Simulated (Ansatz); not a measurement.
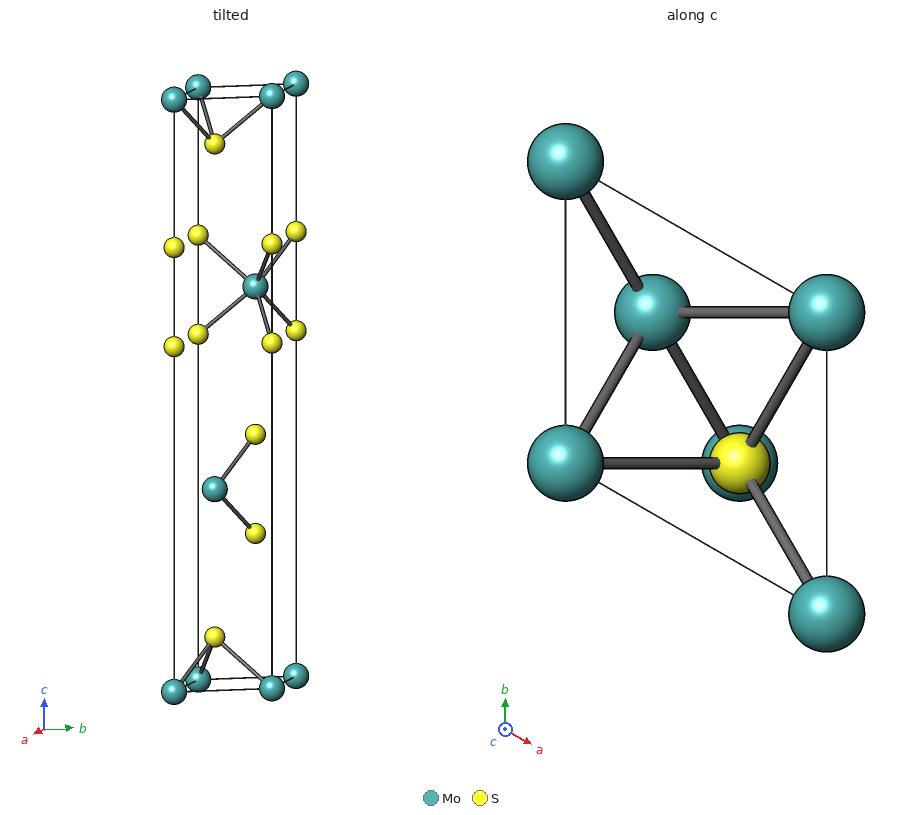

Drawn in the ball-and-stick manner and seen slightly off an axis and along the c axis. The wireframe shows the conventional unit cell.

MoS2, space group R3m (No. 160), a = 3.175 Å, b = 3.175 Å, c = 18.582 Å, α = 90.00°, β = 90.00°, γ = 120.00°. The structure comes from a structure listed in the Materials Project. Earlier steps of the study may have refined or changed the cell and positions. It went into a calculation with Ansatz.

This one geometry was computed with Ansatz (DFT, plane waves, PAW) at six levels of theory: LC-wPBE, r2SCAN0, HSE06, dielectric-dependent PBE0 (fraction 1/eps_inf of PBE), LDA and PBE.

### Which level gives the highest pressure at this volume, and what does that say about its equilibrium volume?

Highest: PBE (2.4 GPa), which points to the largest equilibrium volume. Lowest, with the smallest volume: LC-wPBE (-7.5 GPa). Levels within 0.5 GPa of each other can't be told apart.

### How does the band gap change with the level of theory?

LDA: a gap of 0.86 eV, indirect; PBE: a gap of 0.95 eV, indirect; dielectric-dependent PBE0 (fraction 1/eps_inf of PBE): a gap of 1.32 eV, indirect; HSE06: a gap of 1.43 eV, indirect; r2SCAN0: a gap of 2.13 eV, indirect; LC-wPBE: a gap of 5.27 eV, indirect.

### Collect the results in a table.

| level | cutoff (eV) | k-mesh of the run's cell | gap (eV) | pressure (GPa) |
| --- | --- | --- | --- | --- |
| LC-wPBE | 420 | 6×6×6 | 5.27 | -7.5 |
| r2SCAN0 | 500 | 6×6×6 | 2.13 | -3.0 |
| HSE06 | 420 | 6×6×6 | 1.43 | -2.4 |
| dielectric-dependent PBE0 (fraction 1/eps_inf of PBE) | 420 | 6×6×6 | 1.32 | 0.8 |
| LDA | 420 | 10×10×10 | 0.86 | -5.2 |
| PBE | 420 | 10×10×10 | 0.95 | 2.4 |

Gaps are taken on the k-mesh or band path of each run.
